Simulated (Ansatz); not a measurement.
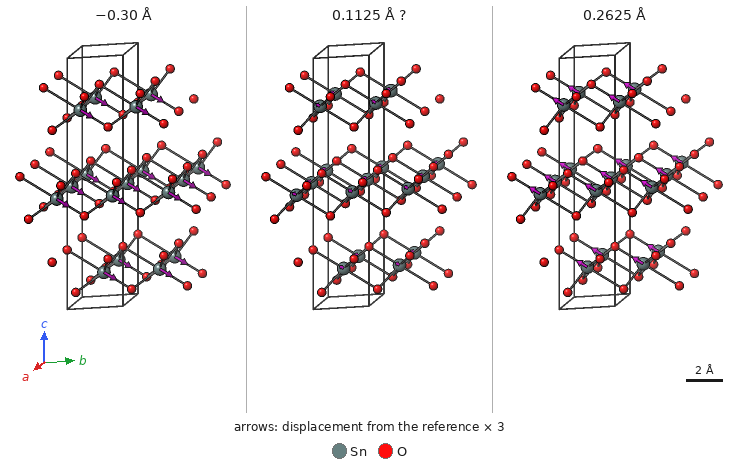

A scan of crystalline SnO2 (R-3m): the whole Sn sublattice is shifted rigidly, towards the nearest copy of atom 2 (O) at 2.125 Å, all else fixed. A ball-and-stick model of the conventional cell (3 times the calculation's cell), repeated 2 × 2 × 1 with one cell outlined, seen slightly off an axis. Purple arrows: displacements from the reference. Lengths and directions refer to the drawn axes.

These are results of Ansatz 0.2.0, DFT r2SCAN, scalar-relativistic, plane waves, PAW, not measurements. Settings: plane-wave cutoff 500 eV; k-point mesh 12 × 12 × 12; occupations gaussian; smearing width 0.05 eV; no spin polarisation. Energies (free energies at the smearing named) are counted from the cell as listed in its source, which wasn't relaxed.

| displacement (Å) | E − E(ref) (meV/cell) |
| --- | --- |
| −0.3000 | 805 |
| −0.1500 | 171 |
| 0.0000 | 0 |
| 0.0750 | 41 |
| 0.1125 | ? |
| 0.1875 | 276 |
| 0.2250 | 412 |
| 0.2625 | 586 |

### One row is withheld. What is its energy?

A straight line between the two neighbours gives 119 meV/cell. A cubic through the four nearest rows (0.0000, 0.0750, 0.1875, 0.2250) gives, with Lagrange weights, (−0.1000)(0) + (0.7500)(41) + (0.6000)(276) + (−0.2500)(412) = 93 meV/cell. The calculation gives 94 meV/cell, so the cubic is 1 meV/cell too low and the straight line 25 meV/cell too high, as the curve bends upwards here.

The whole profile:

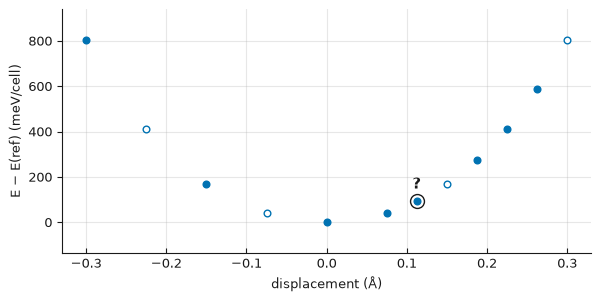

Limits of the set-up: layers or molecules are held without a dispersion correction, so their spacing is unreliable.
